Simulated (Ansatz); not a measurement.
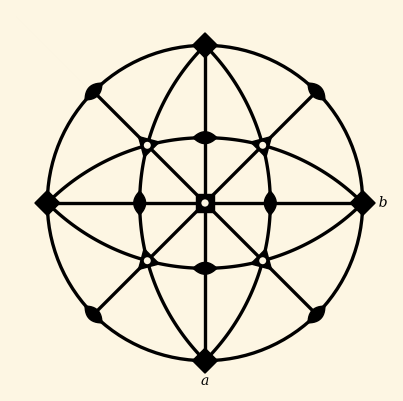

Stereographic projection: heavy lines are mirror planes (a heavy rim: a mirror in the plane of the page); lens, triangle, square and hexagon are 2-, 3-, 4- and 6-fold axes, a lens in an open square is −4, a triangle in an open hexagon −6; thin dashed diameters join the ends of axes that lie in the page; a small open circle marks inversion. The c axis points at the viewer. Computed from the symmetry operations of a computed or model structure of composition Cd3O, which need not be its known form.

### Name the crystal class.

m-3m (Oh), order 48, cubic system: three fourfold axes, four threefold axes, six twofold axes, nine mirror planes, an inversion centre.

### Can such a crystal be piezoelectric, pyroelectric or chiral?

It is centrosymmetric, so neither piezoelectric nor pyroelectric; it is not chiral.
